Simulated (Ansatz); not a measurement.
# Energy of Ti3Al5 along a strain of the cell

System: Ti3Al5 (P4/mmm, 8 atoms in the cell).
Method: DFT PBEsol, scalar-relativistic, plane waves, PAW, no spin polarisation (Ansatz 0.2.0).

The 5 runs differ only in the geometry, by a strain of the cell at fixed fractional positions. Against run 3, the strain is εzz = η. The structure derives from a Materials Project entry.

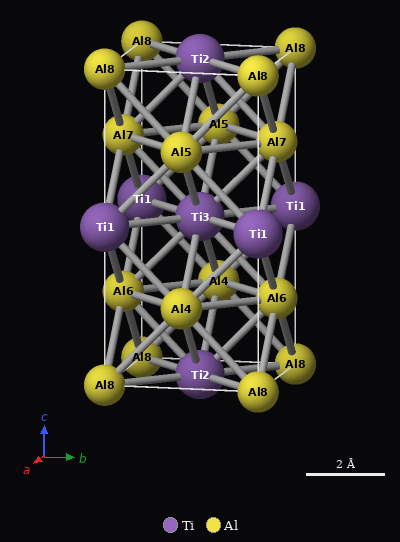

Figure 1. The structure of run 3 (ball-and-stick view of the cell of the calculation, seen slightly off an axis; atoms are numbered from 1 in the order of the input). An atom can appear more than once, as a periodic image.

### Input of run 3
```yaml
crystal:
  lattice:
    - [4.077459876, 0.0, 0.0]
    - [0.0, 4.077459876, 0.0]
    - [0.0, 0.0, 8.2968849545]
  atoms:
    - { symbol: Ti, position: [0.0, 0.0, 0.5] }
    - { symbol: Ti, position: [0.5, 0.5, 0.0] }
    - { symbol: Ti, position: [0.5, 0.5, 0.5] }
    - { symbol: Al, position: [0.0, 0.5, 0.2523516174] }
    - { symbol: Al, position: [0.0, 0.5, 0.7476483826] }
    - { symbol: Al, position: [0.5, 0.0, 0.2523516174] }
    - { symbol: Al, position: [0.5, 0.0, 0.7476483826] }
    - { symbol: Al, position: [0.0, 0.0, 0.0] }
basis:
  ecutwfc: 420
kpoints:
  mp_grid: { grid: [10, 10, 6] }
hamiltonian:
  xc: pbesol
scf:
  occupations: { method: gaussian, width: 0.15 }
output:
  forces: true
  stress: true
  eigenvalues: true
```

Command:
```bash
ansatz run input.yaml --threads 2 --pin off --max-ram 5120MiB --backend cpu --events-out ev --progress --plain --runs-dir out
```

Lattice vectors (Å) and fractional positions of run 3:
```
   4.077460    0.000000    0.000000
   0.000000    4.077460    0.000000
   0.000000    0.000000    8.296885
Ti  0.000000  0.000000  0.500000
Ti  0.500000  0.500000  0.000000
Ti  0.500000  0.500000  0.500000
Al  0.000000  0.500000  0.252352
Al  0.000000  0.500000  0.747648
Al  0.500000  0.000000  0.252352
Al  0.500000  0.000000  0.747648
Al  0.000000  0.000000  0.000000
```

Run 2 differs from it as follows:
```diff
-    - [0.0, 0.0, 8.2968849545]
+    - [0.0, 0.0, 8.0894628306]
```

### Results, with one run withheld

```tsv
run	strain parameter η (%)	free energy per atom, from the lowest run given (meV)	pressure (GPa)
1	−5.0000	0.00	−4.64
2	−2.5000	?	?
3	0.0000	12.76	−9.24
4	2.5000	33.71	−11.09
5	5.0000	63.57	−12.64
```

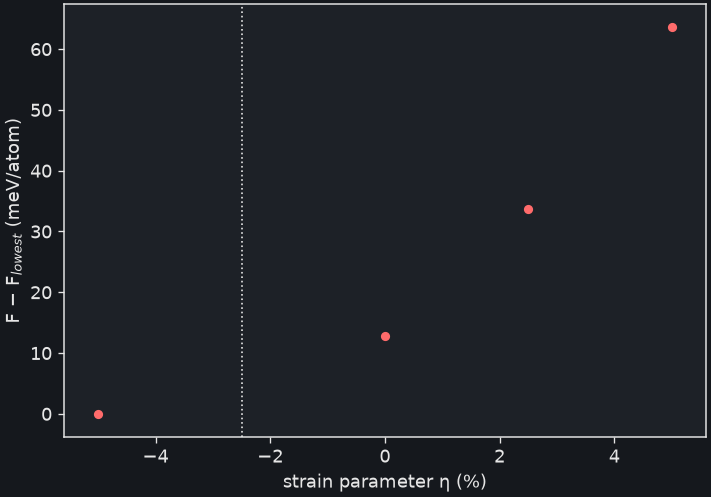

Figure 2. Free energy per atom of the runs given; the dotted line marks run 2.

Estimate the energy of run 2 from the others.

A quadratic polynomial in the coordinate, fitted to the 4 runs given, misses them by at most 0.17 meV per atom. With x = η − 0.6250, it reads F = 17.166 + 7.3115 x + 0.75662 x² (meV per atom). At run 2 it gives 1.71 meV per atom, and the run itself gives 1.36. The fit has its minimum at η = −4.2067 %.

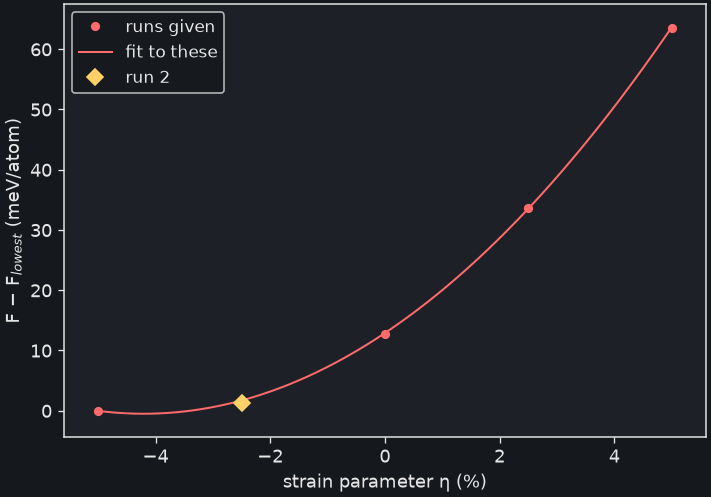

Figure 3. The fit and the withheld run.

### Output, shortened to warnings, some set-up lines, iterations and results (run 2)
```
Basis set: ecut = 420 eV, 2635 PW (Γ), exchange–correlation on 60×60×120 points (8 copies of the dense FFT grid, shifted against one another)
Symmetry: 16 space group operations
k-points: 84 of 600
Initial density: superposition of atomic densities (neutral atoms: chi_scale 0, normalization atom), corrected by the library's trained network
[...]
SCF iter   1: F=—  HF=-10047.353108 eV  |F-HF|=—  |Δ(HF+E_count)|=         —  Δρ=1.19e-2  dr2=6.62e-1  ethr=1.77e-3  ⟨swp⟩=6.3  Hψ=12881  notcnv=0
SCF iter   2: F=—  HF=-10047.322854 eV  |F-HF|=—  |Δ(HF+E_count)|=   3.03e-2  Δρ=5.13e-3  dr2=1.50e-1  ethr=1.30e-3  ⟨swp⟩=1.8  Hψ=3646  notcnv=0  defer=2
SCF iter   3: F=—  HF=-10047.314505 eV  |F-HF|=—  |Δ(HF+E_count)|=   8.35e-3  Δρ=7.77e-4  dr2=1.34e-3  ethr=2.94e-4  ⟨swp⟩=1.9  Hψ=2877  notcnv=0  defer=2
SCF iter   4: F=—  HF=-10047.314308 eV  |F-HF|=—  |Δ(HF+E_count)|=   1.97e-4  Δρ=1.86e-4  dr2=2.18e-4  ethr=2.62e-6  ⟨swp⟩=2.0  Hψ=3585  notcnv=0  defer=2
SCF iter   5: F=—  HF=-10047.314283 eV  |F-HF|=—  |Δ(HF+E_count)|=   2.43e-5  Δρ=5.34e-5  dr2=6.41e-6  ethr=4.28e-7  ⟨swp⟩=2.0  Hψ=3337  notcnv=0  defer=2
SCF iter   6: F=—  HF=-10047.314313 eV  |F-HF|=—  |Δ(HF+E_count)|=   2.96e-5  Δρ=1.70e-5  dr2=4.39e-7  ethr=1.26e-8  ⟨swp⟩=2.2  Hψ=4094  notcnv=0  defer=86
SCF iter   7: F=-10047.314313 eV  HF=-10047.314313 eV  |F-HF|=9.92e-9  |Δ(HF+E_count)|=   8.00e-8  Δρ=3.21e-6  dr2=1.63e-8  ethr=1.96e-10  ⟨swp⟩=9.3  Hψ=11845  notcnv=0
SCF 1 converged in 7 iterations: F = -10047.314313 eV  dr2 = 1.63e-8
SCF converged after 7 iterations
Free energy (F): -10047.314313 eV
Harris-Foulkes:  -10047.314313 eV  (|F-HF|=9.92e-9)
Internal energy: -10047.230673 eV  (E = F + TS)
E sigma→0 (E₀):  -10047.272493 eV
Entropy (-TS):   -0.083640 eV (-10.455 meV/atom)
Fermi energy:    9.761030 eV
--- Per-component energies (eV) ---
  E_band       = -516.658348
  E_kinetic    = 929.356843
  E_local      = -3696.978391  (includes V_loc(G=0)·N_el)
  E_nonlocal   = 81.656217
  E_hartree    = 1604.838630
  E_xc         = -486.302139
  E_vxc        = -509.268705  (∫ρ·V_xc dr)
  E_paw        = -5342.344311  (= ΣΔE_a)
  E_vpaw       = -531.105030  (= ΣTr[D̂ρ^β])
  E_aug_tail   = 0.000330  (compensation charges beyond the density's cutoff)
  E_ewald      = -3137.971700
  E_core_change = 0.513848  (= ΣΔE_core)
  E_smearing   = -0.083640  (= −TS)
  E_closure    = 0.000000  (closes the sum)
  Σ components = -10047.314313   (vs F -10047.314313, Δ=0.00e0)
--- Forces (eV/Å), atoms counted from 1 ---
  atom   1  Ti     0.00000000     0.00000000     0.00000000
  atom   2  Ti     0.00000000     0.00000000     0.00000000
  atom   3  Ti     0.00000000    -0.00000000     0.00000000
  atom   4  Al     0.00000000     0.00000000     0.12677860
  atom   5  Al     0.00000000     0.00000000    -0.12677860
  atom   6  Al     0.00000000     0.00000000     0.12677860
  atom   7  Al     0.00000000     0.00000000    -0.12677860
  atom   8  Al    -0.00000000    -0.00000000     0.00000000
  max |Σ_I F_I| component: 7.50e-29 eV/Å
--- Stress (GPa, compression-positive) ---
       -9.450256       0.000000       0.000000
        0.000000      -9.450256       0.000000
        0.000000       0.000000      -2.400821
  P = ⅓ Tr σ = -7.1004 GPa (-71.004 kbar)
```
